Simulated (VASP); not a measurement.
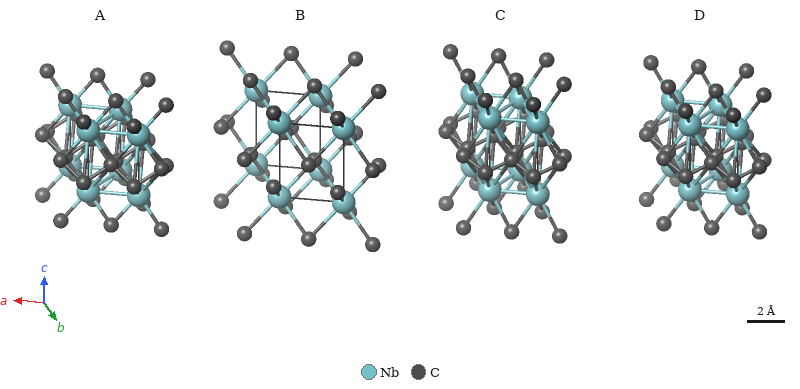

4 geometries from one relaxation of crystalline NbC2 (a generated structure, set up in P-3m1), in shuffled order. Style: ball-and-stick. Shown: the cell of the calculation, from a free direction.

The run lets cell and atoms move.

Method: Kohn-Sham DFT of a periodic cell, PBE, VASP PAW PBE potentials, recommended in VASP. Set-up: plane-wave cutoff 520 eV; k-point mesh 7 × 7 × 4; occupations gaussian; smearing width 0.15 eV; no spin polarisation.

**Put them in the order of the run, from the start to the converged end.**

B, A, D, C. They are steps 0, 1, 4, 13, at +2232 meV per atom, +555 meV per atom, +124 meV per atom relative to the last. The energy falls by 2232 meV per atom in 13 geometry steps. The largest force component goes from 0.2 to 0.04 eV/Å. The pressure goes from −39.72 to 0.30 GPa. The largest moves relative to the cell, 0.23 Å, are those of C atoms. Nb stays in place. The drawn cell changes as follows: a = b 3.525 → 2.644 Å (−25.0 %), c 4.761 → 4.634 Å (−2.7 %); the volume changes by −45.2 %. Among the contacts that change: Nb–Nb 3.525 → 2.644 Å, C–C 2.247 → 1.598 Å, C–Nb 3.507 → 2.974 Å, C–Nb 2.787 → 2.581 Å. Among the angles between lasting bonds that change: C–Nb–C 78.4° → 61.6°, Nb–C–Nb 78.4° → 61.6°, C–Nb–C 101.6° → 118.4°. The space group stays P-3m1 (No. 164). The volume changes by over a tenth within one run on a fixed set of plane waves, so the end point should be relaxed again from the new cell. It ran on 1 thread of Intel(R) Xeon(R) Platinum 8259CL CPU @ 2.50GHz (Skylake/Cascade Lake), on a shared host.
